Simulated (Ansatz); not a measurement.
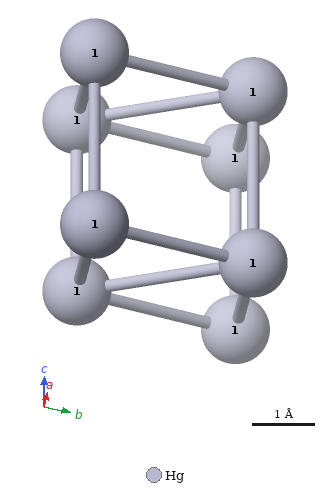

The structure as given in the input (ball-and-stick view of the cell of the calculation, seen at an oblique angle; atoms are numbered from 1 in the order of the input). An atom can appear more than once, as a periodic image. Near neighbours in the periodic cell (some may lie outside the picture): Hg has 8 Hg at 2.98 to 3.17 Å.

## Hg: geometry relaxation

- system: Hg (1 atom in the cell)
- method: DFT, PBE, all-electron LAPW, scalar-relativistic, no spin polarisation (Ansatz 0.2.0)

It belongs to a series of runs on one base structure; here: simple_hexagonal relaxed under pressure, LAPW. Figures and captions count atoms from 1; the log counts them from 0 in places.

### The input
```yaml
crystal:
  lattice:
    - [3.1700948904, 0.0, 0.0]
    - [-1.5850474452, 2.7453827075, 0.0]
    - [0.0, 0.0, 2.9790698274]
  atoms:
    - { symbol: Hg, position: [0.0, 0.0, 0.0] }
kpoints:
  mp_grid: { grid: [14, 14, 13] }
scf:
  occupations: { method: fermi_dirac, width: 0.08 }
hamiltonian:
  xc: pbe
  pseudopotentials: { kind: all_electron, lapw: { basis_error: 0.0005 } }
output:
  forces: true
  stress: true
  eigenvalues: true
relax:
  f_tol: 0.005
  max_steps: 12
  cell: { p_target: 2.1, stress_tol: 0.03 }
```

Launch command:
```bash
ansatz run input.yaml --threads 1 --pin off --max-ram 3584MiB --backend cpu --events-out ev --progress --plain --runs-dir out
```

### The program's output
```
The last accepted step is kept in [file] (removed where the run ends without a failure and the disk answers)
LAPW: plane waves up to 8.356 Å⁻¹, error target 5.0e-4 eV per atom; small_component_spin mean_spin; Hg in spheres of 1.445 Å, 44 of its electrons in bands, Dirac shells [] (how accurate: hamiltonian.pseudopotentials.lapw.basis_error, Limitations)
Engine: ansatz 0.2.0, aarch64-unknown-linux-gnu
Pseudopotentials: kind: all_electron
Pseudopotential: Hg, LAPW, valence charge 44, lapw/all_electron/scalar/gaussian/Hg, Koelling and Harmon's equation, gaussian nucleus
Functional definition: PBE
  parameter kappa = 0.804
  parameter beta = 0.06672455060314922
  exchange = pbe_x(kappa = kappa, mu = beta*pi^2/3)
  correlation = pbe_c(beta = beta)
Crystal: 1 atoms, lattice volume = 25.927 Å³
Basis set: ecut = 266.01029807598024 eV, 253 PW (Γ), exchange–correlation at level 2
Bands: 27, of which v1, the nominal top of the filled ones, is band 22 counted from 1 (21 counted from 0)
Symmetry: 24 space group operations
Space group: P6/mmm (ITA 191), of the structure as read, at distance tolerance 3.0e-5 Å
k-points: 168 of 2548
Non-local potential: Hg, projectors of the file, none
Initial density: superposition of atomic densities (chi_scale 0.1, normalization cell)
Initial wavefunctions: plane waves of lowest kinetic energy (no species holds an atomic orbital)
Functional: x = pbe(κ = 0.804, μ = 0.2195149727645171), c = pbe(β = 0.06672455060314922)
iter 1 solved again at ethr=6.64e-5 eV; its pass at ethr=1.00e-1 eV (dr2=2.92e-2 eV) is discarded
SCF iter   1: F=—  HF=-533829.872162 eV  |F-HF|=—  |Δ(HF+E_count)|=         —  Δρ=1.06e-2  dr2=2.93e-2  ethr=6.64e-5  ⟨swp⟩=3.0  Hψ=27766  notcnv=0
preconditioner: auto → none  [metal: Δε(μ)=0.081 eV  Ē_g=15.665 eV  σ=0.080 eV  W_gap=0.24  n_scr=8 (ndim 8)  ℏωp=25.3 eV  f_vac=0.258  D(μ)=0.26/eV (n_scr^D=0)  sad-step TF]
SCF iter   2: F=—  HF=-533829.838696 eV  |F-HF|=—  |Δ(HF+E_count)|=   3.35e-2  Δρ=5.26e-3  dr2=8.49e-3  ethr=6.64e-5  ⟨swp⟩=2.0  Hψ=13319  notcnv=0
SCF iter   3: F=—  HF=-533829.838444 eV  |F-HF|=—  |Δ(HF+E_count)|=   2.52e-4  Δρ=2.73e-3  dr2=2.23e-3  ethr=1.93e-5  ⟨swp⟩=2.1  Hψ=12985  notcnv=0
iter 4 solved again at ethr=9.88e-8 eV; its pass at ethr=5.07e-6 eV (dr2=4.35e-5 eV) is discarded
SCF iter   4: F=—  HF=-533829.839028 eV  |F-HF|=—  |Δ(HF+E_count)|=   5.84e-4  Δρ=3.88e-4  dr2=4.34e-5  ethr=9.88e-8  ⟨swp⟩=2.0  Hψ=22422  notcnv=0
SCF iter   5: F=—  HF=-533829.839008 eV  |F-HF|=—  |Δ(HF+E_count)|=   1.94e-5  Δρ=5.94e-5  dr2=6.13e-7  ethr=9.86e-8  ⟨swp⟩=3.0  Hψ=13399  notcnv=0
SCF iter   6: F=-533829.839010 eV  HF=-533829.839010 eV  |F-HF|=1.53e-8  |Δ(HF+E_count)|=   2.06e-6  Δρ=7.65e-6  dr2=1.02e-8  ethr=1.39e-9  ⟨swp⟩=3.0  Hψ=13927  notcnv=0
SCF 1 converged in 6 iterations: F = -533829.839010 eV  dr2 = 1.02e-8
relax step   1: F+E_penalty+E_count = -533829.83901019 eV  Δ(F+E_penalty+E_count) = +0.000e0 eV  max|allowed force component| = 0.000e0 eV/Å  Δτ_max = 0.0000 Å  P = +2.091 GPa  Ω = 25.927 Å³  (6 SCF iters, accepted)
Initial density: handed on by an earlier stage of this run
Initial wavefunctions: those handed on with the density
iter 1 solved again at ethr=3.02e-11 eV; its pass at ethr=1.00e-1 eV (dr2=1.33e-8 eV) is discarded
SCF iter   1: F=—  HF=-533829.839010 eV  |F-HF|=—  |Δ(HF+E_count)|=         —  Δρ=7.43e-6  dr2=1.33e-8  ethr=3.02e-11  ⟨swp⟩=4.6  Hψ=22387  notcnv=0
preconditioner: auto → none  [metal: Δε(μ)=0.091 eV  Ē_g=15.927 eV  σ=0.080 eV  W_gap=0.26  n_scr=8 (ndim 8)  ℏωp=25.3 eV  f_vac=0.236  D(μ)=0.28/eV (n_scr^D=0)]
SCF iter   2: F=-533829.839010 eV  HF=-533829.839010 eV  |F-HF|=3.14e-9  |Δ(HF+E_count)|=   5.48e-8  Δρ=2.94e-6  dr2=1.44e-9  ethr=3.02e-11  ⟨swp⟩=3.0  Hψ=13165  notcnv=0
SCF 2 converged in 2 iterations: F = -533829.839010 eV  dr2 = 1.44e-9
relax step   2: F+E_penalty+E_count = -533829.83901021 eV  Δ(F+E_penalty+E_count) = -1.793e-8 eV  max|allowed force component| = 0.000e0 eV/Å  Δτ_max = 0.0000 Å  P = +2.091 GPa  Ω = 25.927 Å³  stress off target by 1.60e-2 GPa  SCF on the basis re-selected at this cell (its energy is not comparable with the rows above)  (2 SCF iters)
basis re-selected at this cell: Δ(F+E_penalty+E_count) = -1.793e-8 eV, ΔP = +0.000 GPa vs the last step (what re-selecting the basis moved, after the strain that the cell walked since its last selection, with what the two solves' SCF thresholds leave and, on support functions, any second-order correction that the steps lacked; it is no measure of the basis error at this ecutwfc). This SCF's stress stands 1.60e-2 GPa from its target on what of the cell is left free (relax.cell.stress_tol is 3.00e-2 GPa) and its largest allowed force component is 0.00e0 eV/Å (relax.f_tol is 5.00e-3 eV/Å): within both
SCF converged after 2 iterations
Free energy (F): -533829.839010 eV
Harris-Foulkes:  -533829.839010 eV  (|F-HF|=3.14e-9)
Internal energy: -533829.833118 eV  (E = F + TS)
E sigma→0 (E₀):  -533829.836064 eV
Entropy (-TS):   -0.005892 eV (-5.892 meV/atom)
Fermi energy:    16.049360 eV
--- Per-component energies (eV) ---
  E_band       = -4727.860718
  E_kinetic    = 610731.843381
  E_xc         = -10135.406771
  E_electrostatic = -1134426.269729  (all electrons and nuclei)
  E_smearing   = -0.005892  (= −TS)
  E_closure    = 0.000000  (closes the sum)
  E_atoms      = -533829.672411  (free atoms, spherical and without spin; not in F)
  Σ components = -533829.839010   (vs F -533829.839010, Δ=0.00e0)
  Basis errors (estimates in eV, not in F): energy 1.7e-4 per atom: plane waves 1.7e-4 (9.2e-5 summed), levels above the bands 2.4e-89, relativity 3.9e-8, radial functions 1.9e-6, core shells 5.6e-9; eigenvalues (radial functions only) 2.9e-6; not estimated: angular momenta, meshes, grids; target (lapw.basis_error) 5.0e-4; muffin-tin radii Hg 1.445 Å
--- Forces (eV/Å), atoms counted from 1 ---
  atom   1  Hg     0.00000000     0.00000000     0.00000000
  max |Σ_I F_I| component: 1.85e-32 eV/Å
--- Stress (GPa, compression-positive) ---
        2.084002       0.000000       0.000000
        0.000000       2.084002       0.000000
        0.000000       0.000000       2.106420
  P = ⅓ Tr σ = 2.0915 GPa (20.915 kbar)
--- Band table (eV; the first three rows and the last of 168) ---
  k-point 0: bands = ["-329.0550", "-329.0550", "-329.0508", "-329.0481", "-329.0481", "-98.7736", "-76.7517", "-76.7516", "-76.7465", "-76.7458", "-76.7458", "-76.7454", "-76.7454", "-47.1966", "-47.1966", "-47.1938", "7.5057", "8.0131", "9.0461", "9.0461", "10.1346", "10.1346", "25.9567", "28.7640", "28.7640", "28.8975", "30.5648"]
  k-point 1: bands = ["-329.0550", "-329.0550", "-329.0508", "-329.0481", "-329.0481", "-98.7735", "-76.7517", "-76.7516", "-76.7465", "-76.7458", "-76.7458", "-76.7454", "-76.7454", "-47.1969", "-47.1964", "-47.1964", "7.6100", "8.0921", "9.0536", "9.0536", "10.0930", "10.0930", "24.8138", "28.9643", "28.9643", "28.9837", "31.8436"]
  k-point 2: bands = ["-329.0550", "-329.0550", "-329.0508", "-329.0481", "-329.0481", "-98.7732", "-76.7517", "-76.7516", "-76.7465", "-76.7458", "-76.7458", "-76.7454", "-76.7454", "-47.2052", "-47.1958", "-47.1958", "7.8228", "8.4196", "9.0746", "9.0746", "9.9799", "9.9799", "22.7480", "29.2389", "29.5462", "29.5462", "33.8588"]
  k-point 167: bands = ["-329.0550", "-329.0550", "-329.0508", "-329.0481", "-329.0481", "-98.7710", "-76.7517", "-76.7516", "-76.7467", "-76.7458", "-76.7457", "-76.7454", "-76.7454", "-47.2418", "-47.2188", "-47.2139", "8.6060", "8.7848", "9.2577", "9.5809", "10.5155", "17.8595", "19.9049", "20.0393", "21.6587", "24.7295", "25.3160"]
--- Relaxed structure (1 steps of the walk, 1 accepted, 1 SCFs on fresh bases) ---
  F+E_penalty+E_count = -533829.83901021 eV   max|allowed force component| = 0.000e0 eV/Å   (the final SCF, on the basis selected at the relaxed cell)
  cell:  # Å, volume = 25.9272 Å³
    - [3.1700948904036688, 0.0, 0.0]
    - [-1.5850474452018344, 2.745382707496823, 0.0]
    - [0.0, 0.0, 2.9790698274]
  atoms:
    - { symbol: Hg, position: [0.0, 0.0, 0.0] }
```

### Trajectory as extended XYZ (Å, eV, eV/Å), 2 frames, from step=1 to step=2
```
1
Lattice="3.1701 0.0000 0.0000 -1.5850 2.7454 0.0000 0.0000 0.0000 2.9791" Properties=species:S:1:pos:R:3:forces:R:3 step=1 energy=-533829.83901 pressure_GPa=2.09
Hg    0.0000    0.0000    0.0000    0.0000   0.0000   0.0000
1
Lattice="3.1701 0.0000 0.0000 -1.5850 2.7454 0.0000 0.0000 0.0000 2.9791" Properties=species:S:1:pos:R:3:forces:R:3 step=2 energy=-533829.83901 pressure_GPa=2.09
Hg    0.0000    0.0000    0.0000    0.0000   0.0000   0.0000
```

### Key numbers

| quantity | value |
| --- | --- |
| outcome | converged |
| space group (tolerance 0.01 Å) | P6/mmm (191) |
| electrons in bands (core shells apart) | 44 |
| free energy | −533829.8390 eV |
| Fermi energy | 16.049 eV |
| pressure | 2.09 GPa |
| final volume | 25.93 Å³ |
| largest force (length of the vector) at the end | under 0.001 eV/Å |
| final cell | a = 3.170 Å, b = 3.170 Å, c = 2.979 Å, α = 90.00°, β = 90.00°, γ = 120.00° |
| hardware | 1 thread of Arm Neoverse N1, 24 GiB of memory available, shared host |
| wall time | 48 s |
| peak memory | 0.43 GiB |

Spin–orbit coupling is left out, which matters for Hg.
